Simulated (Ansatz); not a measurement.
System: ScAl$_{2}$.

Input

```
crystal:
  lattice:
    - [0.0, 3.7776526849, 3.7776526849]
    - [3.7776526849, 0.0, 3.7776526849]
    - [3.7776526849, 3.7776526849, 0.0]
  atoms:
    - { symbol: Sc, position: [0.5, 0.5, 0.5] }
    - { symbol: Sc, position: [0.75, 0.75, 0.75] }
    - { symbol: Al, position: [0.125, 0.125, 0.125] }
    - { symbol: Al, position: [0.625, 0.125, 0.125] }
    - { symbol: Al, position: [0.125, 0.625, 0.125] }
    - { symbol: Al, position: [0.125, 0.125, 0.625] }
basis:
  ecutwfc: 500
kpoints:
  mp_grid: { grid: [8, 8, 8] }
hamiltonian:
  xc: r2scan
scf:
  occupations: { method: gaussian, width: 0.1 }
output:
  forces: true
  stress: true
  eigenvalues: true
  write_density: true
  write_potential: true
  elf: true
  volumetric_format: npy
relax:
  adjacent_minimum: "off"
  f_tol: 0.01
  max_steps: 60
  cell: { stress_tol: 0.05 }
```

Launched as:

```sh
ansatz run input.yaml --threads 1 --pin off --max-ram 2560MiB --backend cpu --events-out ev --progress --plain --runs-dir out
```

Below, planes, directions and counts refer to the conventional cell (a = 7.56 Å, b = 7.56 Å, c = 7.56 Å, α = 90.00°, β = 90.00°, γ = 90.00°).

Space group Fd-3m; a structure from a database of computed crystals, not necessarily the ambient phase.

Computed with DFT r2SCAN, scalar-relativistic, plane waves, PAW (Ansatz).

Q: What will maps of the valence pseudo-density and electron localisation function show?

A: Al–Al (2.67 Å): ρ at the midpoint is about 0.25 e/Å³; the ELF peaks at about 0.70 between the atoms.
Sc–Al (3.13 Å): ρ is about 0.15 e/Å³ halfway; the ELF peaks at about 0.60 in the valence shell of Al, 1.1 Å from its nucleus, and is about 0.35 at the midpoint.
Sc–Sc (3.27 Å): ρ at the midpoint is about 0.11 e/Å³; the ELF is about 0.25 at the midpoint: no localised pair shows between them.

Q: Does the calculation make it a metal, or give it a gap?

A: It is gapless in this calculation (a metal or semimetal).

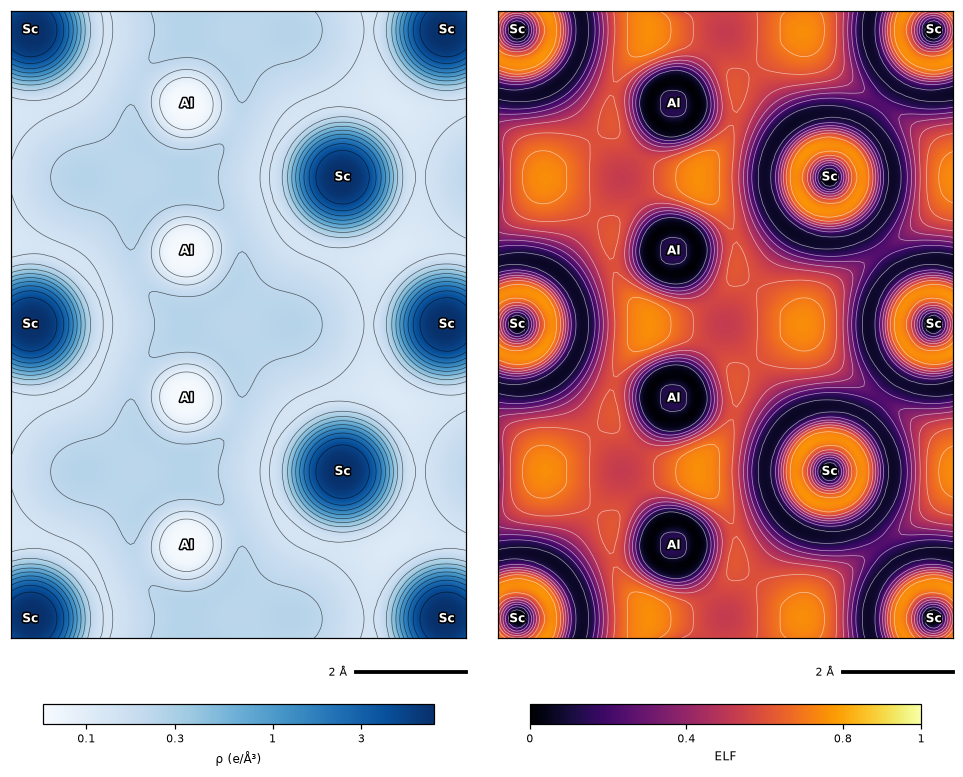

Computed valence pseudo-density and electron localisation function on the (011) plane of the conventional cell, in this order. 

Core electrons are frozen (PAW), and the valence fields are smoothed inside the atomic spheres.
